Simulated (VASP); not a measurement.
# GaN with LDA: from relaxation to properties, part 4 of 6

What structure and properties does LDA give GaN, and how near are they to the measured ones? The start is a cell from a database of measured crystal structures.

VASP 6.6.1, plane waves and PAW; the level of theory is named at each step.

So far, gap on the k-mesh (eV): step 2 (full relaxation (LDA)) 2.11; step 6 (total and projected DOS (LDA)) 2.11. The relaxed cell has a = 3.157, c = 5.148 Å (conventional setting).

The database entry behind the starting cell differs from later determinations by our own check (about 0.3 % short, ideal inner coordinate), so it need not match the best structure at ambient conditions.

## 7. Vibrations at Γ (LDA) (continued)

Level of this step: LDA; plane waves and PAW (Ga_d, N) (VASP).

OUTCAR, selected parts (step 7):

```text
   k-points           NKPTS =    150   k-points in BZ     NKDIM =    150   number of bands    NBANDS=     24

   NELECT =      36.0000    total number of electrons

  Total        0.0013988      0.0013988      0.0055773      0.0000000      0.0000000      0.0000000
  in kB        0.0504256      0.0504256      0.2010566      0.0000000      0.0000000      0.0000000
  external PRESSURE =       0.1006359 kB  Pullay stress =       0.0000000 kB

 POSITION                                       TOTAL-FORCE (eV/Angst)
 -----------------------------------------------------------------------------------
     -0.00000      1.82282      5.14534        -0.000000      0.000000     -0.009929
      1.57860      0.91141      2.57112         0.000000      0.000000     -0.009929
     -0.00000      1.82282      1.93377        -0.000000      0.000000      0.009929
      1.57860      0.91141      4.50800        -0.000000     -0.000000      0.009929
 -----------------------------------------------------------------------------------
    total drift:                               -0.000001     -0.000001      0.000607

 MACROSCOPIC STATIC DIELECTRIC TENSOR (including local field effects in DFT)
 ------------------------------------------------------
           5.588422     0.000000     0.000000
           0.000000     5.588422     0.000000
           0.000000     0.000000     5.760765
 ------------------------------------------------------

 PIEZOELECTRIC TENSOR (including local field effects)  for field in x, y, z        (C/m^2)
          XX          YY          ZZ          XY          YZ          ZX
  --------------------------------------------------------------------------------
  x     0.00000     0.00000     0.00000     0.00000     0.00000     0.55438
  y     0.00000     0.00000     0.00000     0.00000     0.55438     0.00000
  z     0.49983     0.49983    -1.01523     0.00000     0.00000     0.00000

 BORN EFFECTIVE CHARGES (including local field effects) (in |e|, cummulative output)
 ---------------------------------------------------------------------------------
 ion    1
    1     2.58052     0.00000     0.00000
    2     0.00000     2.58052     0.00000
    3    -0.00000    -0.00000     2.71583
 ion    2
    1     2.58052     0.00000    -0.00000
    2     0.00000     2.58052     0.00000
    3     0.00000     0.00000     2.71583
 ion    3
    1    -2.58052    -0.00000    -0.00000
    2    -0.00000    -2.58052     0.00000
    3     0.00000    -0.00000    -2.71583
 ion    4
    1    -2.58052    -0.00000     0.00000
    2    -0.00000    -2.58052    -0.00000
    3     0.00000     0.00000    -2.71583

 Eigenvectors and eigenvalues of the dynamical matrix
 ----------------------------------------------------

   1 f  =   20.912122 THz   131.394737 2PiTHz  697.553304 cm-1    86.485548 meV
             X         Y         Z           dx          dy          dz
     -0.000000  1.822816  5.145340     0.000000   -0.000000    0.037211
      1.578605  0.911408  2.571116     0.000000   -0.000000   -0.037211
     -0.000000  1.822816  1.933774     0.000000   -0.000000   -0.706127
      1.578605  0.911408  4.507997    -0.000000    0.000000    0.706127

   2 f  =   17.075106 THz   107.286055 2PiTHz  569.564230 cm-1    70.616933 meV
             X         Y         Z           dx          dy          dz
     -0.000000  1.822816  5.145340     0.225852    0.096181    0.000000
      1.578605  0.911408  2.571116    -0.225852   -0.096181    0.000000
     -0.000000  1.822816  1.933774     0.610109    0.259821   -0.000000
      1.578605  0.911408  4.507997    -0.610109   -0.259821   -0.000000

   3 f  =   17.075106 THz   107.286055 2PiTHz  569.564230 cm-1    70.616933 meV
             X         Y         Z           dx          dy          dz
     -0.000000  1.822816  5.145340    -0.096181    0.225852   -0.000000
      1.578605  0.911408  2.571116     0.096181   -0.225852   -0.000000
     -0.000000  1.822816  1.933774    -0.259821    0.610109    0.000000
[...]
1.578605  0.911408  2.571116     0.113406   -0.266304    0.000000
     -0.000000  1.822816  1.933774    -0.252774    0.593571   -0.000000
      1.578605  0.911408  4.507997    -0.252774    0.593571   -0.000000

   6 f  =   16.189425 THz   101.721156 2PiTHz  540.021084 cm-1    66.954051 meV
             X         Y         Z           dx          dy          dz
     -0.000000  1.822816  5.145340    -0.000000    0.000000    0.289382
      1.578605  0.911408  2.571116    -0.000000    0.000000    0.289382
     -0.000000  1.822816  1.933774     0.000000   -0.000000   -0.645181
      1.578605  0.911408  4.507997     0.000000   -0.000000   -0.645181

   7 f  =   10.116164 THz    63.561733 2PiTHz  337.438909 cm-1    41.837074 meV
             X         Y         Z           dx          dy          dz
     -0.000000  1.822816  5.145340     0.000000    0.000000    0.706127
      1.578605  0.911408  2.571116    -0.000000   -0.000000   -0.706127
     -0.000000  1.822816  1.933774    -0.000000   -0.000000    0.037211
      1.578605  0.911408  4.507997    -0.000000    0.000000   -0.037211

   8 f  =    4.199197 THz    26.384331 2PiTHz  140.070124 cm-1    17.366474 meV
             X         Y         Z           dx          dy          dz
     -0.000000  1.822816  5.145340     0.610135    0.259760   -0.000000
      1.578605  0.911408  2.571116    -0.610135   -0.259760   -0.000000
     -0.000000  1.822816  1.933774    -0.225862   -0.096159   -0.000000
      1.578605  0.911408  4.507997     0.225862    0.096159   -0.000000

   9 f  =    4.199197 THz    26.384331 2PiTHz  140.070124 cm-1    17.366474 meV
             X         Y         Z           dx          dy          dz
     -0.000000  1.822816  5.145340    -0.259760    0.610135    0.000000
      1.578605  0.911408  2.571116     0.259760   -0.610135    0.000000
     -0.000000  1.822816  1.933774     0.096159   -0.225862    0.000000
      1.578605  0.911408  4.507997    -0.096159    0.225862    0.000000

  10 f/i=    0.005547 THz     0.034856 2PiTHz    0.185042 cm-1     0.022942 meV
             X         Y         Z           dx          dy          dz
     -0.000000  1.822816  5.145340    -0.000000    0.000000    0.645181
      1.578605  0.911408  2.571116    -0.000000    0.000000    0.645181
     -0.000000  1.822816  1.933774    -0.000000    0.000000    0.289382
      1.578605  0.911408  4.507997    -0.000000    0.000000    0.289382

  11 f/i=    0.007416 THz     0.046595 2PiTHz    0.247364 cm-1     0.030669 meV
             X         Y         Z           dx          dy          dz
     -0.000000  1.822816  5.145340    -0.553541    0.331381   -0.000000
      1.578605  0.911408  2.571116    -0.553541    0.331381   -0.000000
     -0.000000  1.822816  1.933774    -0.248345    0.148673   -0.000000
      1.578605  0.911408  4.507997    -0.248345    0.148673   -0.000000

  12 f/i=    0.007416 THz     0.046595 2PiTHz    0.247364 cm-1     0.030669 meV
             X         Y         Z           dx          dy          dz
     -0.000000  1.822816  5.145340    -0.331381   -0.553541    0.000000
      1.578605  0.911408  2.571116    -0.331381   -0.553541    0.000000
     -0.000000  1.822816  1.933774    -0.148673   -0.248345    0.000000
      1.578605  0.911408  4.507997    -0.148673   -0.248345    0.000000

 MACROSCOPIC STATIC DIELECTRIC TENSOR IONIC CONTRIBUTION
 ------------------------------------------------------
           4.021394     0.000000     0.000000
           0.000000     4.021394    -0.000000
           0.000000    -0.000000     4.800386
 ------------------------------------------------------

 ELASTIC MODULI CONTR FROM IONIC RELAXATION (kBar)
 Direction    XX          YY          ZZ          XY          YZ          ZX
 --------------------------------------------------------------------------------
 XX        -671.1841    297.2533    352.9547     -0.0000     -0.0000     -0.0000
 YY         297.2533   -671.1841    352.9547     -0.0000      0.0000      0.0000
 ZZ         352.9547    352.9547   -666.3108      0.0000     -0.0000      0.0000
 XY          -0.0000     -0.0000      0.0000   -484.2187     -0.0000     -0.0000
 YZ           0.0000     -0.0000     -0.0000     -0.0000   -163.2831     -0.0000
 ZX          -0.0000      0.0000      0.0000      0.0000     -0.0000   -176.9042
 --------------------------------------------------------------------------------

 PIEZOELECTRIC TENSOR IONIC CONTR  for field in x, y, z        (C/m^2)
          XX          YY          ZZ          XY          YZ          ZX
  --------------------------------------------------------------------------------
  x    -0.00000     0.00000     0.00000    -0.00000    -0.00000    -0.79365
  y    -0.00000     0.00000    -0.00000    -0.00000    -0.76248    -0.00000
  z    -0.89144    -0.89144     1.68286    -0.00000     0.00000    -0.00000

[... 7 parts as in an earlier step ...]

[... 3 further parts left out ...]
```

Energies printed during the response cycles are not total energies of the cell.

Numbers from this step:

```yaml
bands: 24
irreducible_k_points: 150
pressure_of_the_cell: 0.01006 GPa
largest_force_of_the_cell: 0.009929 eV/Å
fermi_energy: 5.602 eV
```

Electronic dielectric tensor with local fields:

```
5.59 0.00 0.00
0.00 5.59 0.00
0.00 0.00 5.76
```

Ionic part of the static dielectric tensor:

```
4.02 0.00 0.00
0.00 4.02 0.00
0.00 0.00 4.80
```

Born effective charge (e), principal values of the symmetric part by kind of site:

```
atom  atoms with these values    low  middle   high   mean
 Ga1                        2   2.58    2.58   2.72   2.63
  N3                        2  -2.72   -2.58  -2.58  -2.63
```

In full for N3:

```
-2.58  0.00  0.00
 0.00 -2.58  0.00
 0.00  0.00 -2.72
```

Lines of the infrared spectrum (strongest = 100):

```
position (cm⁻¹)  lines merged  squared mode dipole, relative
            140             2                            0.0
            337             1                            0.0
            540             1                             55
            561             2                            100
            570             2                            0.0
            698             1                            0.0
```

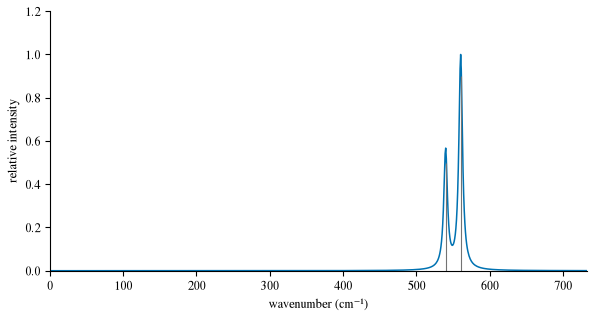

The infrared spectrum, broadened with Lorentzians of width 6 cm⁻¹; bars mark the lines.

Transverse limit, no LO-TO splitting. Modes at Γ, with each element's share of the kinetic energy:

```
mode  frequency (cm⁻¹)  symmetry      IR  Ga %  N %
   1              -0.2  acoustic  1.5e-7    83   17
   2              -0.2  acoustic  1.5e-7    83   17
   3              -0.2  acoustic  8.7e-8    83   17
   4             140.1        E2       0    88   12
   5             140.1        E2       0    88   12
   6             337.4         B       0   100    0
   7             540.0        A1     1.3    17   83
   8             560.6        E1     1.1    17   83
   9             560.6        E1     1.1    17   83
  10             569.6        E2       0    12   88
  11             569.6        E2       0    12   88
  12             697.6         B       0     0  100
```

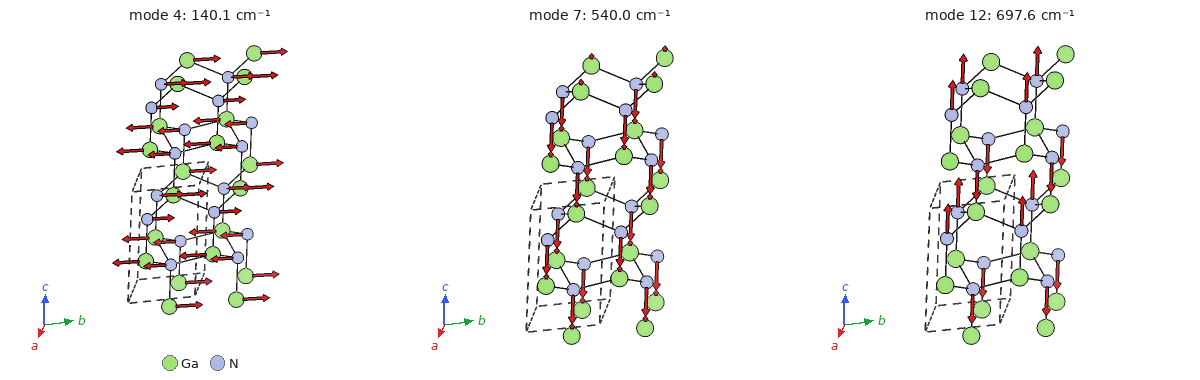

Displacement patterns of modes 4, 7 and 12 at Γ; arrows are exaggerated. 2×2×2 cells are drawn. Some periodic images of atoms are drawn too.

Piezoelectric tensor, ionic part (C/m²), by row:

```
field       xx       yy     zz  xy       yz       zx
    x        0        0      0   0        0  -0.7936
    y        0        0      0   0  -0.7625        0
    z  -0.8914  -0.8914  1.683   0        0        0
```

Piezoelectric tensor with clamped ions (C/m²), by row:

```
field      xx      yy      zz  xy      yz      zx
    x       0       0       0   0       0  0.5544
    y       0       0       0   0  0.5544       0
    z  0.4998  0.4998  -1.015   0       0       0
```

The Born charges sum to zero; the printed set may have that rule imposed, so this is no test. Born charges and mode vectors give each infrared mode its dipole; summed over the modes, dipole squared over frequency squared adds 4.28 to the electronic 5.65, for a mean static constant of 9.93. By the characters of their eigenvectors the optical modes sort into (cm⁻¹) Raman active: E2 140, A1 540, E1 561, E2 570; infrared active: A1 540, E1 561; silent: B 337, B 698. B labels carry no number here, since it depends on the setting of the axes.

## 8. Independent-particle dielectric function (LDA)

LOPTICS sums transitions from filled to empty bands. NBANDS is raised for it.

INCAR

```
SYSTEM = GaN
PREC = Accurate
ENCUT = 520
EDIFF = 1E-06
NELM = 100
ISMEAR = 0
SIGMA = 0.05
LREAL = .FALSE.
ALGO = Normal
GGA = CA
NBANDS = 50
LORBIT = 11
LWAVE = .FALSE.
LCHARG = .FALSE.
KPAR = 4
LOPTICS = .TRUE.
NEDOS = 1500
CSHIFT = 0.1
```

POSCAR

```
GaN
1.0
    3.1572096375      0.0000000000      0.0000000000
   -1.5786048187      2.7342237511      0.0000000000
    0.0000000000      0.0000000000      5.1484463603
Ga N
2 2
Direct
    0.3333333333      0.6666666667      0.9993965707
    0.6666666667      0.3333333333      0.4993965707
    0.3333333333      0.6666666667      0.3756034293
    0.6666666667      0.3333333333      0.8756034293
```

KPOINTS

```
Automatic mesh
0
Gamma
14 14 8
0 0 0
```

The projector-augmented-wave data sets are Ga_d and N (LDA family, release 64).

Started as:

```
> mpirun -np 4 vasp_std
```

What it wrote:

```text
[... set-up lines as in an earlier step ...]
 entering main loop
       N       E                     dE             d eps       ncg     rms          rms(c)
DAV:   1     0.302053392999E+03    0.30205E+03   -0.13373E+04 16900   0.135E+03
DAV:   2     0.101843072825E+02   -0.29187E+03   -0.25332E+03 12056   0.359E+02
DAV:   3    -0.309742485373E+02   -0.41159E+02   -0.40175E+02 14002   0.925E+01
DAV:   4    -0.320501013733E+02   -0.10759E+01   -0.10741E+01 13980   0.155E+01
DAV:   5    -0.320599186559E+02   -0.98173E-02   -0.98162E-02 14296   0.149E+00    0.108E+01
DAV:   6    -0.279779776570E+02    0.40819E+01   -0.26514E+00 19158   0.264E+01    0.329E+00
DAV:   7    -0.279747003659E+02    0.32773E-02   -0.87180E-01 13462   0.440E+00    0.257E+00
DAV:   8    -0.279360120355E+02    0.38688E-01   -0.16153E-01 15456   0.185E+00    0.177E+00
DAV:   9    -0.279102467724E+02    0.25765E-01   -0.26474E-02 15676   0.148E+00    0.394E-01
DAV:  10    -0.279108559870E+02   -0.60921E-03   -0.57097E-03 14138   0.315E-01    0.373E-02
DAV:  11    -0.279108348413E+02    0.21146E-04   -0.93630E-05 15506   0.134E-01    0.675E-02
DAV:  12    -0.279108321457E+02    0.26956E-05   -0.16809E-05 14728   0.203E-02    0.379E-02
DAV:  13    -0.279108319689E+02    0.17674E-06   -0.48568E-06 13650   0.113E-02
   1 F= -.27910832E+02 E0= -.27910832E+02  d E =-.551143E-13
 optical routines
 imaginary and real dielectric function
 recalculating local potential from charge density
 direction            1
 direction            2
 direction            3
```

It took 88 s on 4 MPI ranks of AMD EPYC 7R43, shared host; peak memory 1.8 GiB; 5.8 min of CPU time.

From OUTCAR (step 8):

```text
   k-points           NKPTS =    120   k-points in BZ     NKDIM =    120   number of bands    NBANDS=     50

   NELECT =      36.0000    total number of electrons

 E-fermi :   5.6058

 k-point     1 :       0.0000    0.0000    0.0000
  band No.  band energies     occupation
    ...
     14       4.3031      2.00000
     15       4.3031      2.00000
     16       5.3234      2.00000
     17       5.3805      2.00000
     18       5.3805      2.00000
     19       7.4877      0.00000
     20       9.7313      0.00000
     21      14.5627      0.00000
     22      15.2529      0.00000
     23      15.2529      0.00000
    ...

  Total        0.0319454      0.0319454      0.0367099      0.0000000     -0.0000000      0.0000000
  in kB        1.1516111      1.1516111      1.3233672      0.0000000     -0.0000000      0.0000000
  external PRESSURE =       1.2088631 kB  Pullay stress =       0.0000000 kB

 POSITION                                       TOTAL-FORCE (eV/Angst)
 -----------------------------------------------------------------------------------
     -0.00000      1.82282      5.14534        -0.000000     -0.000000     -0.009955
      1.57860      0.91141      2.57112         0.000000      0.000000     -0.009955
     -0.00000      1.82282      1.93377        -0.000000      0.000000      0.009955
      1.57860      0.91141      4.50800         0.000000     -0.000000      0.009955
 -----------------------------------------------------------------------------------
    total drift:                               -0.000001     -0.000001      0.000621

  FREE ENERGIE OF THE ION-ELECTRON SYSTEM (eV)
  ---------------------------------------------------
  free  energy   TOTEN  =       -27.9108319689 eV

  energy  without entropy=      -27.9108319689  energy(sigma->0) =      -27.91083197

 plasma frequency squared (from intraband transitions) (eV^2)
  --------------------------------------------------------------------------------------
       0.000       0.000       0.000
       0.000       0.000       0.000
       0.000       0.000       0.000

[... 9 parts as in an earlier step ...]

[... 7 further parts left out ...]
```

These are independent-particle spectra without excitons or local fields, and fine structure depends on the mesh and on CSHIFT.

Numbers from this step:

```
SCF cycles           : 13
bands                : 50
irreducible k-points : 120
Fermi energy         : 5.606 eV
pressure             : 0.1209 GPa
```

The imaginary dielectric function has structure finer than the step of the table below, so its rows give means over 1 eV, whole bins alone (the curve runs from 0 to 25.0 eV). Peaks (eV: height): xx 3.7: 1.89, 5.9: 6.62, 6.5: 7.82, 7.8: 8.33, 9.7: 6.78, 11.1: 7.14; zz 3.6: 2.32, 4.5: 2.85, 6.4: 10.3, 7.4: 8.07, 9.7: 6.19, 10.8: 9.28.

Table of imaginary dielectric function by photon energy; means over each step:

```
photon energy (eV)      xx      zz
                 1  0.0319  0.0337
                 2   0.306   0.299
                 3    1.15    1.25
                 4    1.58    1.85
                 5    2.48    2.76
                 6    5.90    7.68
                 7    6.99    7.16
                 8    7.58    6.44
                 9    6.09    4.49
                10    5.58    5.43
                11    6.30    7.87
                12    5.03    4.94
                13    2.56    2.19
                14    1.88    1.70
                15    1.28    1.50
                16   0.906   0.992
                17   0.842   0.709
                18   0.720   0.665
                19   0.659   0.600
                20   0.535   0.589
                21   0.525   0.583
                22   0.426   0.444
                23   0.515   0.473
                24   0.431   0.487
```

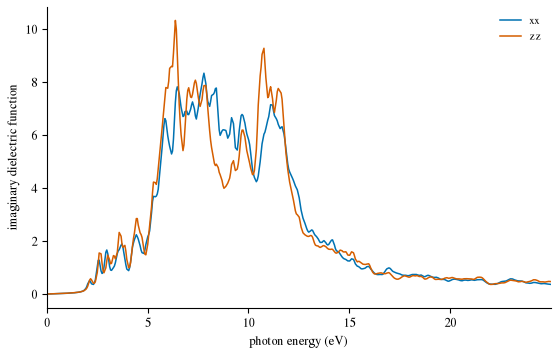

Imaginary dielectric function against photon energy.

Real dielectric function against photon energy:

```
photon energy (eV)      xx      zz
                 0    5.78    5.94
                 2    6.60    6.81
                 4    6.67    6.64
                 6    6.68    7.90
                 8    2.50   0.271
                10  -0.145    1.44
                12   -2.74   -3.92
                14   -1.43   -1.38
                16  -0.879   -1.07
                18  -0.235  -0.208
                20  0.0298  0.0647
                22   0.166   0.119
                24   0.293   0.371
```

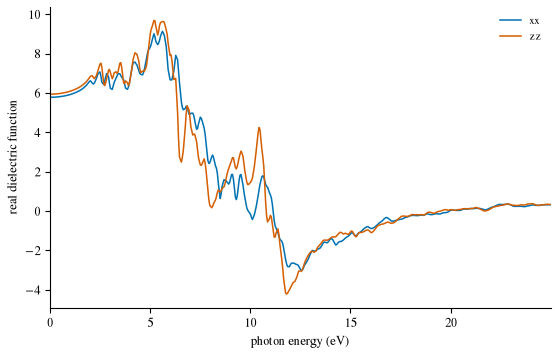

Real dielectric function against photon energy.

Its static limit, 5.83, stands beside 5.65 from the response with local fields; local fields, the finite band count and the meshes make the difference. The mean of ε2 over directions passes 5 % of its top at 2.13 eV, against a least direct gap of 2.11 eV on this mesh, so absorption sets in close to the direct gap.

(Continued in part 5 of 6.)

[Lines on the potential files, build, host, timing and source positions are cut from VASP's logs without a mark.]

[Logs are printed without paths, hosts, clocks, repeated set-up lines and the standing remarks that a program may print on its own settings, such as how far it seeks lower states.]

[Hosts, paths, dates, database ids (printed as entryN), source tags and the programs' standing remarks are cut or masked in the printed files.]

[A measured line is paired with the nearest computed mode of its activity, which favours agreement.]
